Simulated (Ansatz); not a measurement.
# How thick a slab does the work function of Nb need?

Slabs of Nb from 1 to 13 layers are run on 3 faces. From which thickness on does the work function stay within 0.05 eV of the thickest slab's, and does that depend on the face?

Set-up. Ansatz 0.2.0, plane waves with PAW datasets (its set soft_2), PBE; symmetric slabs at bulk places and the tabulated experimental lattice constant, 18 Å of vacuum, one k-mesh a face (spacing 0.16 Å⁻¹, 2π included), Fermi-Dirac smearing of 0.1 eV.

The runs side by side:

```
layers  Nb(100) (eV)  Nb(110) (eV)  Nb(111) (eV)
     1         4.258         4.626         4.148
     2         3.883         4.503         3.737
     3         3.659         4.563         3.487
     4         3.723         4.533         3.537
     5         3.725         4.545         3.436
     6         3.725         4.542         3.410
     7         3.723         4.542             -
     8         3.735         4.542         3.403
    10         3.734         4.541         3.432
    11             -             -         3.412
    13         3.735         4.541         3.411
```

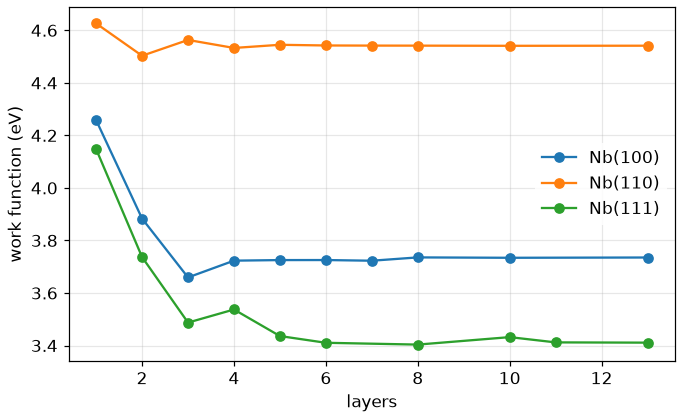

Work function against thickness.

**Reading.** Within 0.05 eV of the 13-layer value: Nb(100) from 4 layers on, Nb(110) from 2 layers on and Nb(111) from 5 layers on. In length between the outer atoms these thicknesses are 4.9 Å, 2.3 Å and 3.8 Å; the faces differ a good deal. From four layers on the values span 0.012 to 0.134 eV, most on Nb(111). Thirteen layers cost about 7 to 10 times the CPU time of four.

Caveats: The 13-layer slab is the reference and is itself not proved converged. Thicknesses missing from the table have no sound run at this vacuum, and where values alternate they could fall outside the band. The smearing damps swings with thickness. The slabs are unrelaxed and unreconstructed, and the CPU ratio is rough.

[Logs are printed without paths, hosts, clocks, repeated set-up lines and the standing remarks that a program may print on its own settings, such as how far it seeks lower states.]
